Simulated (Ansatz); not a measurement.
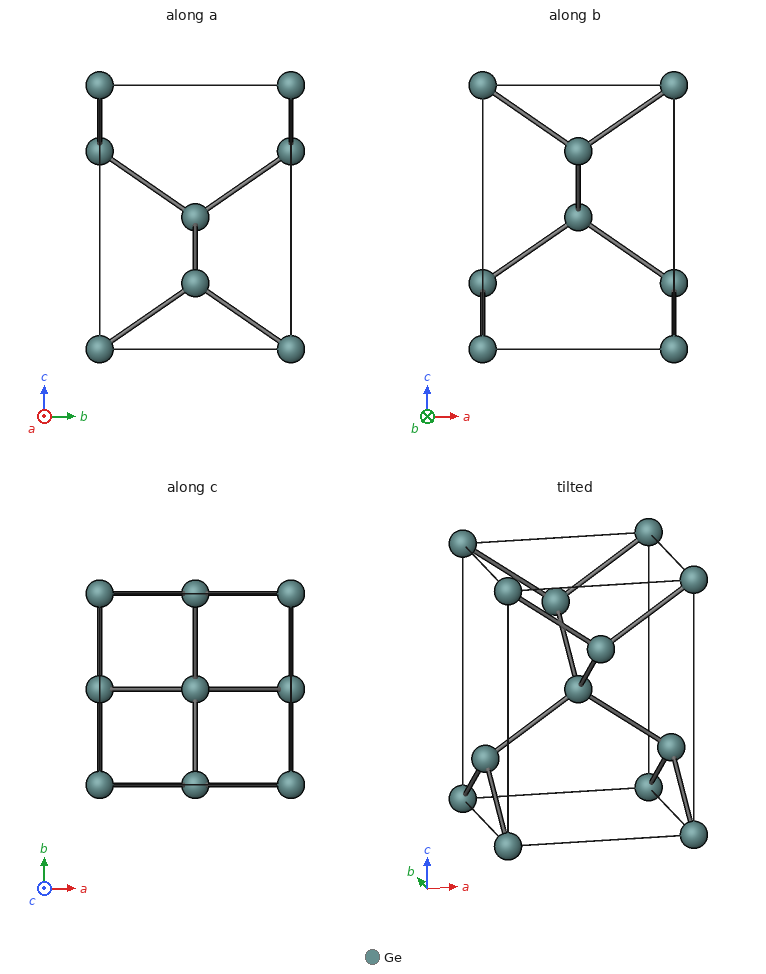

Ball-and-stick drawing of the structure, looking along the a axis, along the b axis, along the c axis and slightly off an axis. Lines trace the edges of the conventional unit cell.

Lattice parameters: a = 4.012 Å, b = 4.012 Å, c = 5.535 Å, α = 90.00°, β = 90.00°, γ = 90.00°. Put a along x and b in the xy plane.

**Record the structure as a POSCAR file.**

```
Ge
1.0
     4.012    0.000    0.000
     0.000    4.012    0.000
     0.000    0.000    5.535
Ge
4
Direct
  0.0000 0.0000 0.0000
  0.0000 0.5000 0.2500
  0.5000 0.5000 0.5000
  0.5000 0.0000 0.7500
```

The cell started as a structure type filled with this element by a generator (whether the element takes this form wasn't checked). The cell was then strained or its atoms displaced on purpose. A calculation with Ansatz used it as input.
